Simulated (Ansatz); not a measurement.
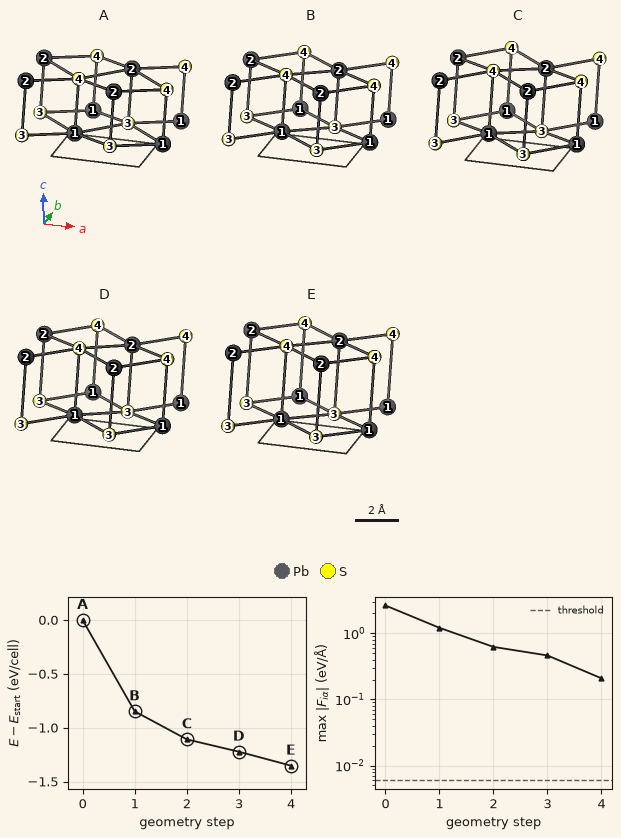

Frames of a relaxation of crystalline PbS (set up in C2/m) (coarse preliminary run), marked on the history of the run. A ball-and-stick model of the cell of the calculation, outlined in the plane, without the vacuum, seen slightly off an axis.

Case: as before, with the keys of group typo set back to the reference's.

All numbers below come from DFT PBE, scalar-relativistic, plane waves, PAW in Ansatz. Set-up: plane-wave cutoff 420 eV; k-point mesh 1 × 1 × 1; occupations fixed; no spin polarisation; atoms relaxed in a fixed cell; force threshold 0.006 eV/Å; at most 5 steps.

> What happens along the run?

The relaxation stopped without meeting its thresholds, so the last structure isn't shown to be converged. It used up its limit of 5 steps. Over 4 geometry steps the energy falls by 1.352 eV per cell of the calculation. Largest force component: 2.6 eV/Å at the start, 0.21 eV/Å at the end. The largest moves relative to the layer's centre, 0.57 Å, are those of S3 and S4. S3 goes along the normal (−c). By element the largest moves are S 0.57 Å, Pb 0.33 Å. The cell doesn't change. Some distances before and after: Pb1–S4 2.659 → 3.566 Å, Pb1–S3 2.989 → 2.983 Å. Bond angles that change, for instance: Pb1–S3–Pb1 172.5° → 178.4°, S3–Pb1–S3 172.5° → 178.4°. The space group stays C2/m (No. 12). The run took about 8 core-seconds on a shared host. From step 0 to 1: S atoms move most (0.19 Å), energy −0.848 eV per cell of the calculation. From step 1 to 2: S atoms move most (0.20 Å), energy −0.260 eV per cell of the calculation. From step 2 to 3: Pb atoms move most (0.13 Å), energy −0.115 eV per cell of the calculation. From step 3 to 4: Pb atoms move most (0.20 Å), energy −0.130 eV per cell of the calculation.
